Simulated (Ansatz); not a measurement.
PtSe$_{2}$

The calculation's input:

```
crystal:
  lattice:
    - [3.728659965, 0.0883692412, 0.0]
    - [-1.7877999747, 3.1849296312, 0.0]
    - [0.0, 0.0, 5.2770333951]
  atoms:
    - { symbol: Pt, position: [0.0, 0.0, 0.0] }
    - { symbol: Se, position: [0.3400770845, 0.6663029723, 0.2464508183] }
    - { symbol: Se, position: [0.6599229155, 0.3336970277, 0.7535491817] }
kpoints:
  mp_grid: { grid: [6, 6, 4] }
  band_path:
    path:
      - [0.0, 0.0, 0.0]
      - [0.5, 0.0, 0.0]
      - [0.3333333333, 0.3333333333, 0.0]
      - [0.0, 0.0, 0.5]
      - [0.5, 0.0, 0.5]
      - [0.3333333333, 0.3333333333, 0.5]
      - [0.0, 0.25, 0.3333333333]
      - [0.28125, 0.003906, -0.294271]
    npoints: 1
hamiltonian:
  xc: hse06
scf:
  occupations: { method: fermi_dirac, width: 0.02 }
  n_extra_bands: 4
output:
  forces: true
  stress: true
  eigenvalues: true
  write_density: true
  write_potential: true
  elf: true
  volumetric_format: npy
```

Launched as:

```sh
ansatz run input.yaml --threads 4 --pin off --max-ram 4608MiB --backend cpu --events-out ev --progress --plain --runs-dir out
```

Below, planes, directions and counts refer to the conventional cell (a = 3.65 Å, b = 3.73 Å, c = 5.28 Å, α = 90.00°, β = 90.00°, γ = 117.95°).

Space group P-1; started from the measured structure prototype, which need not be the ambient phase; changed on purpose from its base cell (shear xy strain +4.7%); not relaxed (largest force 0.3 eV/Å).

Method: Ansatz 0.2.0, DFT, HSE06, plane waves, PAW.

In a PAW calculation such maps are meaningful between the atoms, not at the nuclei.

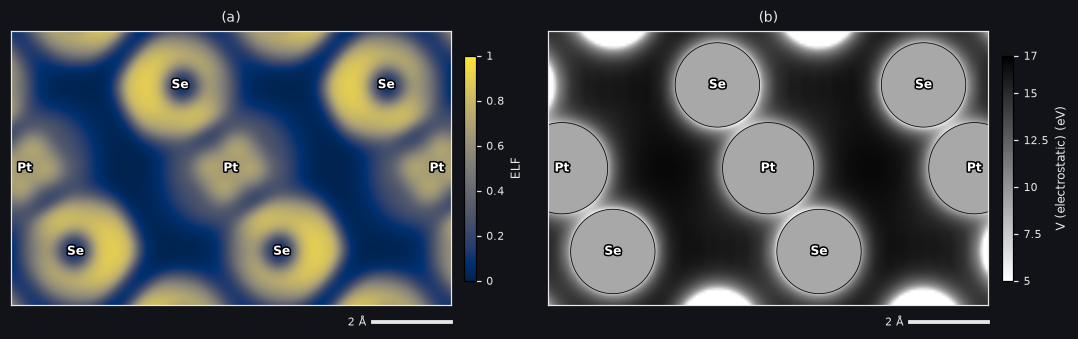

Figure 1. (a) electron localisation function; (b) electrostatic potential energy of an electron on the (110) plane of the conventional cell. Grey discs cover the atomic cores in the potential map.

Interpret the plot.

The section cuts through Pt and Se sites. Pt–Se (2.50 Å): the ELF is about 0.50 at the midpoint. The features right at Pt lie inside the PAW spheres, where the map follows smoothed inner orbitals and isn't to be read closely. Outside the cores the potential energy rises away from the atoms and is highest about 2.5 Å from the nearest atoms; its zero is arbitrary.

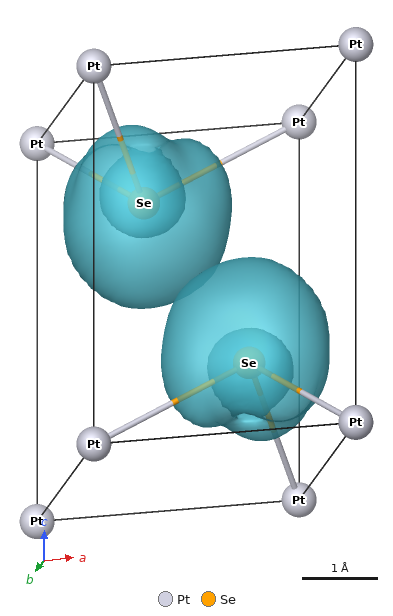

Figure 2. Isosurface of the electron localisation function at 0.65 (cyan), seen at an oblique angle. Only the valence region is drawn (cores and ρ < 0.01 e/Å³ removed). Sticks mark near contacts.

Where are the electrons localised?

At this value the surface marks out two regions wrapped around Se (the valence shell of each), counted in one cell of 3 atoms. Any copies at cell faces, edges or corners count once.
